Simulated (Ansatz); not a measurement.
FeBiO₃: single-point calculation (part 2 of 3)

The same run, continued: FeBiO₃ (slab, 30 atoms in the cell); DFT PBE, scalar-relativistic, plane waves, PAW, spin-polarised (Ansatz 0.2.0); cutoff 420 eV, 5×5×1 k-mesh, Gaussian smearing of 0.05 eV, collinear spins. The structure derives from an entry of the Crystallography Open Database. It belongs to a series of runs on one base structure; here: (1 0 -1) slab cut from the bulk.

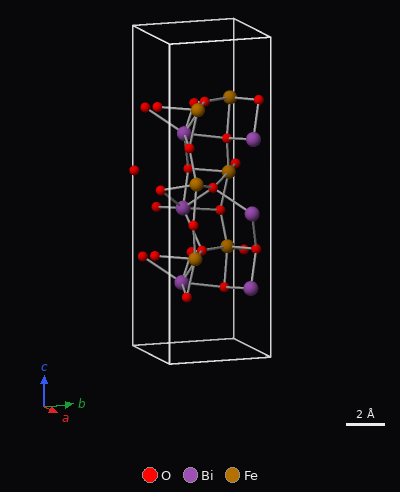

**Figure 1.** The input geometry (ball-and-stick view of the cell of the calculation, with the vacuum cut short, seen slightly off an axis). An atom can appear more than once, as a periodic image.

```
WARN: The output density's exchange-correlation potential varies sharply where the density is thin. Do not read a vacuum level from v_tot or v_xc, or from such a field of the output density. On a cell that repeats whose density bears no net charge and no dipole along the vacuum's axis use v_es (v_loc + v_h of the components); under efield.dipole_correction with no amplitude use v_es + v_field, which holds any external_charges[].barrier, or the levels of the report's work_function block, which leave it out; under a non-zero efield.amplitude the vacuum is tilted and has no level; on a cell that repeats and bears such a dipole with no correction it is tilted too, and efield.dipole_correction with no amplitude gives each side of its ramp a level where efield: is served; in a cell that repeats whose density bears a net charge (total_charge, or a fill off its count) it is curved and has none; of a slab under crystal.periodic whose density bears no net charge use v_es, which has a level on each side, short of where the two are joined; of another it falls or rises all the way out and has none; of a slab beside external_charges read slab_vacuum_level instead, which it has where they leave it neutral. The grid or the basis barely resolves most such structure, and the values can differ between equally converged runs; as a rule a tighter scf.convergence.dr2_threshold does not remove it. Where the density itself ripples (under the LDA too) a higher basis.ecutwfc lessens it. The files hold the spikes' plane waves up to the density's cutoff. Files: v_tot_of_output_density and the like, and their columns of v_z.tsv (output.write_potential); v_xc_of_output_density and the like, and their columns of v_comp_z.tsv (output.write_potential_components). Measured: with its Gaussian average of σ = 0.25 Å subtracted twice, the exchange-correlation potential is over 0.1 eV at 2818 of the grid points where the equally averaged density (valence and model cores) is under 1e-3 e/Å³, and 0.516 eV at the most among them, at an averaged density of 2.8e-7 e/Å³. The input density's (outcome.potential() and, of a run that writes arrays, v_tot and v_xc) is over 0.1 eV, so measured, at 904 points of its own thin density, 0.422 eV at the most. See output.write_potential in the manual, Limitations
this state was not tested for a lower state beside it, because the mixer in use, unlike msr1, does not test its closes by its own steps (another_mixer; see scf.mixing.algorithm and scf.lower_state_search)
SCF converged after 17 iterations
Magnetization: -0.0000 μB (147.0000 up, 147.0000 down)
Absolute magnetization: 24.9966 μB (∫|ρ↑−ρ↓|, with the PAW one-centre terms)
Spin contamination: 13.0893 ħ² per cell (⟨S²⟩ above its minimum at these occupations)
Per-site moments (μB) at R_I (Å): [(-0.09310385469022561, 0.894462105631572), (0.09316234541515901, 0.8944370819421875), (-0.001396375988912692, 0.9492568499673728), (0.0014020572758078058, 0.9493296795662598), (0.08405172668796743, 0.805346799171446), (-0.08364466224069271, 0.8053960327962292), (3.483594372146849, 0.805346799171446), (-3.4835446712059213, 0.8053340781791538), (0.07541236313347205, 0.8053747616434194), (-0.07579038835910419, 0.8053340781791538), (0.040653502555871426, 0.8054274660956148), (-0.04064117877210422, 0.8054197027768422), (-0.0007792822458845692, 0.9492568491153945), (0.0007808307483495021, 0.9493296797124061), (-0.08144607687535413, 0.8053960327786568), (0.08185463675087973, 0.805346798910183), (3.4421866019220086, 0.805346798910183), (-3.442226427901311, 0.8053340781058826), (0.08341647416239818, 0.8053747616905321), (-0.0838482416993398, 0.8053340781058826), (-0.0027035031691800848, 0.8054274671333855), (0.0027333180013270624, 0.8054197037839077), (-0.000730593191060178, 0.9492568498121056), (0.0007312409921349665, 0.94932967956626), (0.07690438111515951, 0.805346798910183), (-0.07640467704053931, 0.8053960327786566), (3.4155908626310745, 0.805346798910183), (-3.4154887804611653, 0.8053340780589329), (0.12984719052657562, 0.8053747616434197), (-0.13048677538209755, 0.8053340780589329)]
Free energy (F): -111464.874191 eV
Harris-Foulkes:  -111464.874191 eV  (|F-HF|=1.22e-8)
Internal energy: -111464.873972 eV  (E = F + TS)
E sigma→0 (E₀):  -111464.874082 eV
Entropy (-TS):   -0.000220 eV (-0.007 meV/atom)
Fermi energy:    3.067033 eV
Dipole field:    D = 0.015485 V/Å  (p = 0.068989 e·Å, saw-weighted, corrected)
Work function:   Φ+ = 4.2622 eV   Φ− = 4.6523 eV
Levels:          The Fermi level and band energies are counted from a zero that moves with the ramp; work functions are not
--- Per-component energies (eV) ---
  E_band       = -4744.607870
  E_kinetic    = 6951.665711
  E_local      = -320421.284032  (includes V_loc(G=0)·N_el)
  E_nonlocal   = 5605.854273
  E_hartree    = 155354.241250
  E_xc         = -2920.316055
  E_vxc        = -3438.396534  (∫ρ·V_xc dr)
  E_paw        = -75022.800245  (= ΣΔE_a)
  E_vpaw       = -4150.263185  (= ΣTr[D̂ρ^β])
  E_aug_tail   = 0.047742  (compensation charges beyond the density's cutoff)
  E_efield     = 0.000534  (sawtooth field / dipole correction)
  E_vefield    = -0.708818  (∫n·V_field dr)
  E_ewald      = 118987.716852
  E_smearing   = -0.000220  (= −TS)
  E_closure    = -0.000000  (closes the sum)
  Σ components = -111464.874191   (vs F -111464.874191, Δ=0.00e0)
--- Forces (eV/Å), atoms counted from 1 ---
  atom   1  O      0.39661264    -0.52127201     0.72476281
  atom   2  O     -0.39979477    -0.52144704     0.72517942
  atom   3  Bi    -1.16701314     0.90732850    -0.19391264
  atom   4  Bi     1.17125842     0.90856621    -0.19438694
  atom   5  O     -0.18703834     0.04680930     0.35725193
  atom   6  O      0.18667029     0.04641873     0.35732800
  atom   7  Fe     0.05195292    -0.04415890    -0.95673411
  atom   8  Fe    -0.05230075    -0.04417420    -0.95699286
  atom   9  O     -0.44413597    -0.38189844    -0.00808727
  atom  10  O      0.44380753    -0.38155171    -0.00893851
  atom  11  O      0.00409177    -0.03008987     0.32530304
  atom  12  O     -0.00402603    -0.03005242     0.32514248
  atom  13  Bi    -0.06361868     0.02558665    -0.30609286
  atom  14  Bi     0.06360903     0.02552334    -0.30598340
  atom  15  O     -0.00093057    -0.01996046     0.17386889
  atom  16  O      0.00099761    -0.02037562     0.17370366
  atom  17  Fe    -0.02445275     0.00087675    -0.25260215
  atom  18  Fe     0.02444339     0.00110780    -0.25275317
  atom  19  O      0.08569684     0.03206649     0.15754018
  atom  20  O     -0.08577127     0.03190941     0.15733818
  atom  21  O     -0.18128311     0.16913085     0.06530733
  atom  22  O      0.18231646     0.16860459     0.06555219
  atom  23  Bi    -0.26657345    -0.07076801     0.60223599
  atom  24  Bi     0.26515909    -0.07092194     0.60186305
  atom  25  O      0.03137692    -0.00745075     0.58724612
  atom  26  O     -0.03090954    -0.00583767     0.58936492
  atom  27  Fe    -1.34387819    -0.14911973    -1.19528129
  atom  28  Fe     1.34547732    -0.15103903    -1.19507854
  atom  29  O      0.42126421     0.04407189    -0.07985866
  atom  30  O     -0.42300795     0.04213510    -0.08221338
  max |Σ_I F_I| component: 7.24e-5 eV/Å
--- Stress (GPa, compression-positive) ---
       -2.620158      -0.001326      -0.000271
       -0.001326      -2.231157      -0.341627
       -0.000271      -0.341626      -1.131450
  P = ⅓ Tr σ = -1.9943 GPa (-19.943 kbar)
--- Band table (eV; the first three rows and the last of 26) ---
  k-point 0 ↑: bands = ["-87.7045", "-87.4461", "-87.0975", "-83.3663", "-83.0570", "-82.6520", "-53.8287", "-53.6703", "-53.6167", "-53.4645", "-53.4546", "-53.4176", "-53.1225", "-53.0960", "-53.0655", "-49.5986", "-49.4166", "-49.3863", "-49.1920", "-49.1632", "-49.1370", "-48.7816", "-48.7513", "-48.7416", "-20.2435", "-20.1685", "-20.1451", "-20.1244", "-20.1144", "-20.1077", "-20.0998", "-20.0951", "-20.0774", "-20.0694", "-20.0681", "-20.0549", "-20.0216", "-20.0041", "-20.0010", "-19.9908",
      "-19.9801", "-19.9625", "-19.9591", "-19.9370", "-19.8499", "-19.8095", "-19.8006", "-19.7815", "-19.7671", "-19.7492", "-19.7362", "-19.7020", "-19.6648", "-19.6424", "-16.4085", "-16.0472", "-15.6857", "-15.2578", "-15.0902", "-15.0319", "-14.8973", "-14.8025", "-14.7393", "-14.7161", "-14.6456", "-14.5411", "-14.5014", "-14.4344", "-14.2688", "-14.2077", "-13.4524", "-13.1185", "-7.7629", "-7.7045", "-7.3081", "-6.9278", "-6.5373", "-6.0793", "-3.5832", "-3.5297",
      "-3.4019", "-3.3534", "-3.0725", "-2.9329", "-2.8444", "-2.8027", "-2.6262", "-2.5411", "-2.5025", "-2.4230", "-2.3343", "-2.2789", "-2.2692", "-2.2321", "-2.1021", "-2.0556", "-1.9691", "-1.9167", "-1.7329", "-1.6823", "-1.5507", "-1.3759", "-1.2600", "-0.9369", "-0.8739", "-0.7676", "-0.7054", "-0.6456", "-0.5671", "-0.5448", "-0.5162", "-0.4751", "-0.4210", "-0.3349", "-0.2363", "-0.1485", "-0.0937", "0.0061", "0.1479", "0.2225",
      "0.3928", "0.4301", "0.5235", "0.6111", "0.6634", "0.7224", "0.7444", "0.8011", "0.8416", "0.8906", "0.9441", "1.0726", "1.1117", "1.2362", "1.2732", "1.3405", "1.3884", "1.5792", "1.6314", "1.7295", "1.7928", "1.9111", "1.9407", "2.0263", "2.2436", "2.3874", "2.6995", "3.2077", "3.2294", "3.5138", "3.5483", "3.6617", "3.7089", "3.7534", "3.9795", "4.0767", "4.1489", "4.6712", "5.1644", "5.2615",
      "5.3395", "5.4909", "5.6596", "5.7380", "6.2595", "6.4724", "6.7544", "6.8630", "6.9099", "7.1624", "7.3624", "7.4998", "7.5561", "7.5980", "7.6701", "7.7840", "7.8067", "7.9019", "7.9672", "8.1619", "8.1870", "8.5190", "8.5679", "8.6730", "9.0702", "9.8363", "10.4632", "10.7820", "10.9627", "11.0426", "11.1350"]
  k-point 1 ↑: bands = ["-87.7045", "-87.4462", "-87.0975", "-83.3663", "-83.0570", "-82.6520", "-53.8287", "-53.6703", "-53.6167", "-53.4645", "-53.4546", "-53.4176", "-53.1225", "-53.0960", "-53.0655", "-49.5986", "-49.4166", "-49.3863", "-49.1920", "-49.1632", "-49.1370", "-48.7816", "-48.7513", "-48.7416", "-20.2311", "-20.1647", "-20.1421", "-20.1325", "-20.1161", "-20.1001", "-20.0939", "-20.0929", "-20.0816", "-20.0724", "-20.0701", "-20.0533", "-20.0232", "-20.0083", "-19.9978", "-19.9882",
      "-19.9813", "-19.9644", "-19.9622", "-19.9454", "-19.8458", "-19.8130", "-19.7946", "-19.7802", "-19.7657", "-19.7519", "-19.7325", "-19.6971", "-19.6706", "-19.6510", "-16.3238", "-15.9699", "-15.6105", "-15.4092", "-15.1741", "-15.0430", "-14.8734", "-14.8590", "-14.7644", "-14.7110", "-14.6344", "-14.5363", "-14.5164", "-14.4285", "-14.2914", "-14.2105", "-13.4263", "-13.1424", "-7.7138", "-7.6240", "-7.2242", "-7.0596", "-6.7028", "-6.2542", "-3.4463", "-3.3959",
      "-3.2833", "-3.2609", "-2.9578", "-2.8658", "-2.8350", "-2.7931", "-2.6238", "-2.5831", "-2.4628", "-2.3498", "-2.3259", "-2.2769", "-2.2073", "-2.1405", "-2.0865", "-2.0231", "-1.8754", "-1.7749", "-1.7126", "-1.5750", "-1.4666", "-1.3030", "-1.2304", "-1.0311", "-0.9464", "-0.8315", "-0.7772", "-0.7018", "-0.6563", "-0.5746", "-0.5288", "-0.4875", "-0.3874", "-0.2988", "-0.2241", "-0.1629", "-0.1026", "-0.0026", "0.0717", "0.1923",
      "0.2872", "0.3591", "0.4280", "0.5047", "0.5447", "0.5868", "0.6631", "0.7463", "0.7606", "0.8335", "0.9107", "1.0033", "1.1277", "1.1633", "1.2549", "1.3690", "1.3757", "1.6182", "1.6482", "1.7906", "1.8699", "1.9966", "2.0971", "2.1985", "2.2358", "2.5656", "2.8132", "3.1811", "3.2613", "3.4747", "3.5803", "3.6537", "3.7096", "3.7780", "3.9689", "4.0795", "4.1606", "4.7989", "5.1203", "5.1912",
      "5.2636", "5.5428", "5.6732", "5.7593", "6.2828", "6.3676", "6.6118", "6.7035", "6.8943", "6.9180", "7.1961", "7.2494", "7.4100", "7.5128", "7.6510", "7.6796", "7.8128", "7.8360", "7.9704", "8.0093", "8.0511", "8.3040", "8.3539", "8.4830", "9.1847", "10.1311", "10.2176", "10.3806", "10.6918", "10.9764", "11.2745"]
```
